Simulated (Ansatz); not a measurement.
## CuO: an electron-density study

Space group P-1; the calculation finds a residual pressure of about 6 GPa at this fixed cell; spin-polarised. It comes out metallic at this level (no Hubbard term), which in such compounds can be an artefact. The cell comes from a database of computed structures, not from a measurement.

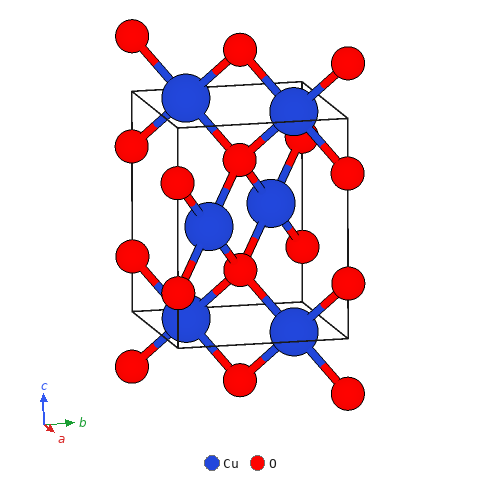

The conventional cell.

Input

```
crystal:
  lattice:
    - [2.8795009639, 0.0, 0.0]
    - [0.039072758, 2.8792794796, 0.0]
    - [0.0174953863, 0.0172449008, 5.1763391994]
  atoms:
    - { symbol: Cu, position: [0.5, 0.0, 0.5], spin: -1.0 }
    - { symbol: Cu, position: [0.0, 0.5, 0.0], spin: 1.0 }
    - { symbol: O, position: [0.00157603, 0.99832822, 0.2501129] }
    - { symbol: O, position: [0.99842397, 0.00167178, 0.7498871] }
magnetization:
  spin_polarized: true
basis:
  ecutwfc: 420
  fft_grid_basis: typed
kpoints:
  mp_grid: { grid: [10, 10, 6] }
hamiltonian:
  xc: pbe
scf:
  occupations: { method: gaussian, width: 0.05 }
output:
  forces: true
  stress: true
  eigenvalues: true
  bader: true
  write_density: true
  volumetric_format: npy
  populations: true
  elf: true
```

Launched as:

```sh
ansatz run input.yaml --threads 2 --pin off --max-ram 4096MiB --backend cpu --events-out ev --progress --plain --runs-dir out
```

The picture shows the conventional cell (a = 4.10 Å, b = 4.04 Å, c = 5.18 Å, α = 90.00°, β = 90.27°, γ = 90.00°).

All numbers below come from Ansatz 0.2.0, DFT PBE, scalar-relativistic, plane waves, PAW.

Core electrons are frozen (PAW), so the maps are meaningful between the atoms, not at the nuclei.

## 1. Bonding charge

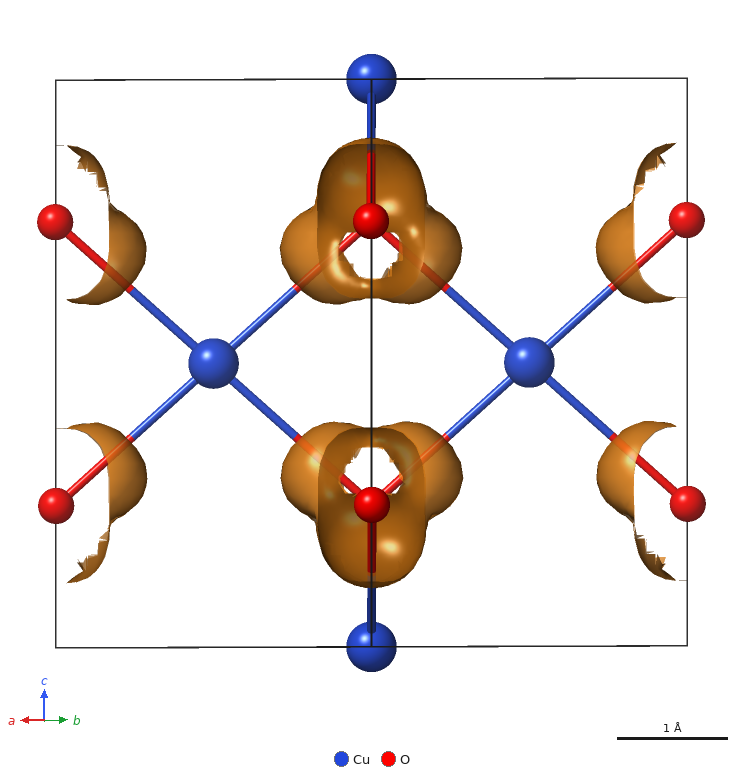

Bonding charge density, ρ(crystal) − Σ ρ(neutral atoms): orange surfaces at +0.1, none at −0.1 e/Å³, in the conventional cell seen along [110] (the regions close to the nuclei are left out). Cores are masked to 0.9 Å (Cu) and 0.6 Å (O).

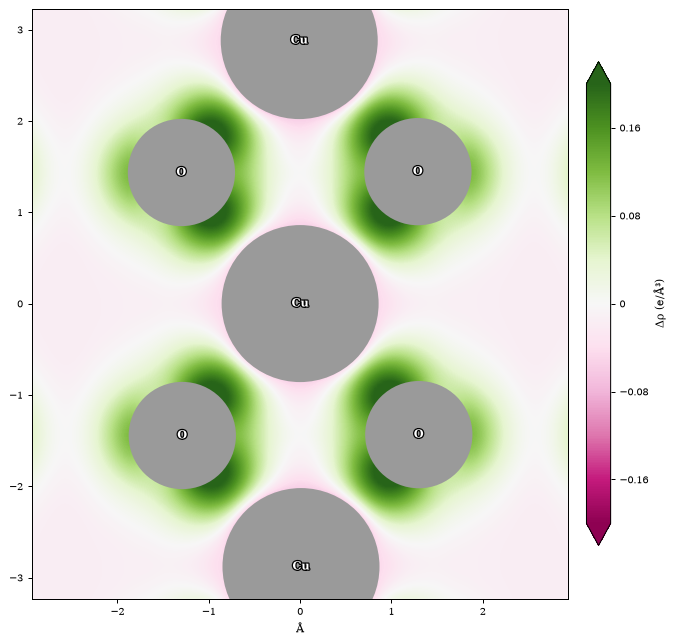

Also shown: a map on the (11̄0) plane of the conventional cell, with grey discs over the atomic cores.

Read the map: where is density gained and where lost?

Answer. Cu–O (1.94 Å): Δρ is +0.05 e/Å³ at the midpoint (close to a masked core, so read it with care).
- Cu–Cu (2.88 Å): Δρ is about zero at the midpoint.
- Over the whole cell, outside the masked cores, the largest gain lies at the edge of the masked core of O, and the largest loss lies at the edge of the masked core of Cu.
- In all about 0.21 e an atom is rearranged against the free atoms.
- Bader charges: Cu +0.98 and O −0.98 e.

## 2. Moving an atom

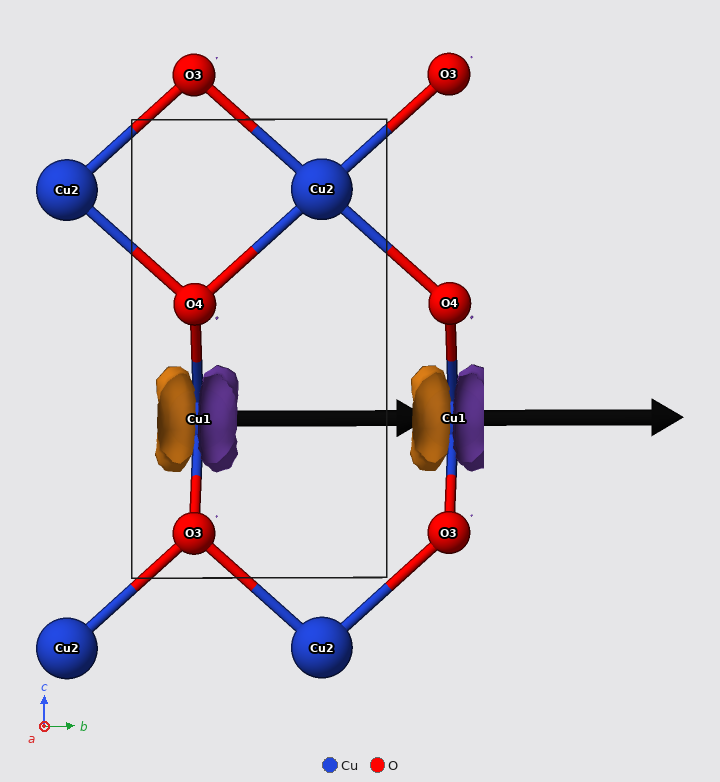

Cu1 was moved by 0.05 Å along [0 1 0] in the axes of the cell drawn (arrow, not to scale). Change of the density less the rigid motion of the neutral atom's own density: orange surfaces at +0.02 and purple ones at −0.02 e/Å³, in the cell of the calculation (origin moved) seen along the a axis.

Describe the electronic response.

Answer. About 0.04 e is rearranged in the cell. Outside the cores the largest gain lies at the edge of the masked core of Cu, and the largest loss lies there too, on other sides.

How much does the computed force on the atom change?

Answer. The force on it changes by 0.22 eV/Å along the move, against it: a stiffness of about 4.4 eV/Å² for this sublattice shift.

## 3. Change of volume

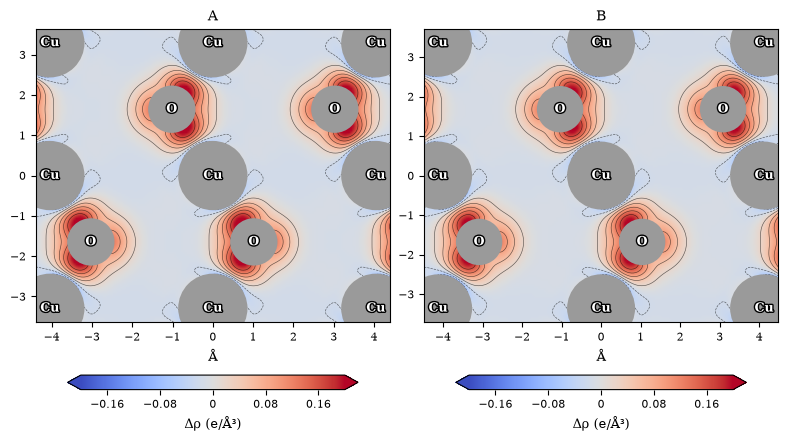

CuO: deformation density on the (101̄) plane of the conventional cell at two volumes, with the same fractional coordinates and one colour scale. Grey discs cover the cores. Panel B has 106 % of the volume of panel A.

How do bonds, bonding charge and pressure respond to this change of volume?

Answer. The pressure is 5.8 GPa in A and −3.4 GPa in B.
Bader charges in A: Cu +0.98 and O −0.98 e; in B: Cu +0.97 and O −0.97 e.
The rearranged charge is 0.21 e an atom in A and 0.21 e in B.

## 4. Putting it together

Charge passes from Cu (Pauling electronegativity 1.90) to O (3.44), the direction that the scale predicts; the Bader charges fall short of whole formal charges, as they usually do. The two pressures give a mean stiffness −ΔP/Δln V of about 157 GPa over this range, with the atoms held at their fractional positions.
